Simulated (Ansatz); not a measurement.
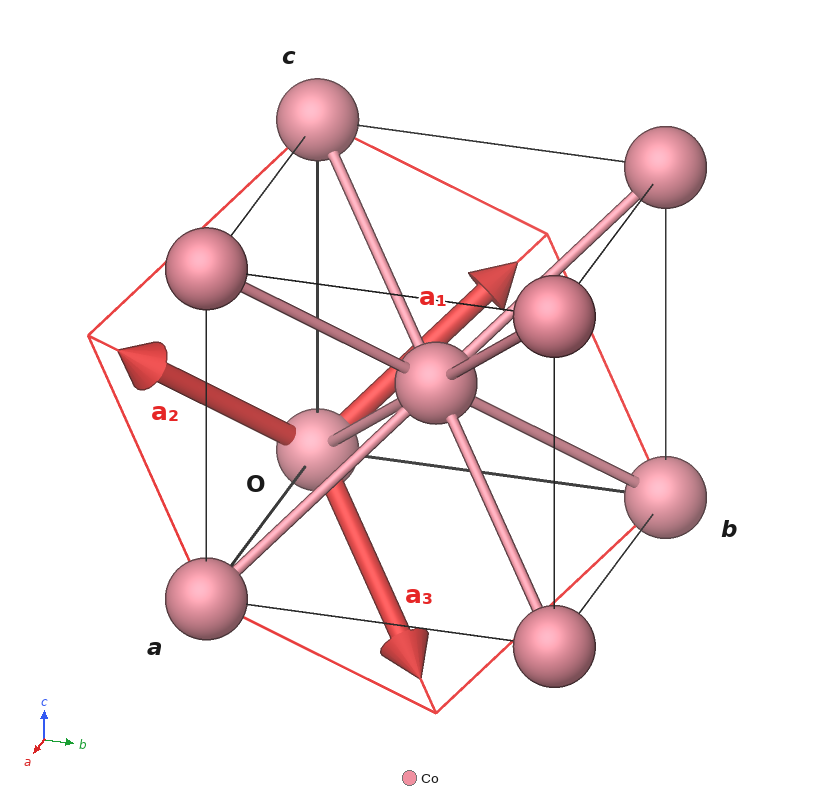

Crystal: Co, the input geometry of an electronic-structure calculation (not necessarily at equilibrium); the starting structure was generated, so it need not be a known form of this composition. The conventional cell (thin) and a primitive cell (coloured, vectors a₁, a₂, a₃). Symmetry computed with spglib at a tolerance of 0.002 Å; standard conventional cell.

a = 2.798 Å, b = 2.798 Å, c = 2.798 Å, α = 90.00°, β = 90.00°, γ = 90.00°.

Q: What is the centring, and how are the primitive vectors built?

A: I, body-centred cubic, with lattice points at (0, 0, 0), (1/2, 1/2, 1/2). a₁ = −1/2 a + 1/2 b + 1/2 c; a₂ = 1/2 a − 1/2 b + 1/2 c; a₃ = 1/2 a + 1/2 b − 1/2 c.

Q: Give the primitive cell's size and content.

A: Edges 2.423, 2.423, 2.423 Å; angles 109.47°, 109.47°, 109.47°; volume 10.95 Å³, 1/2 of the conventional cell; 1 of its 2 atoms.
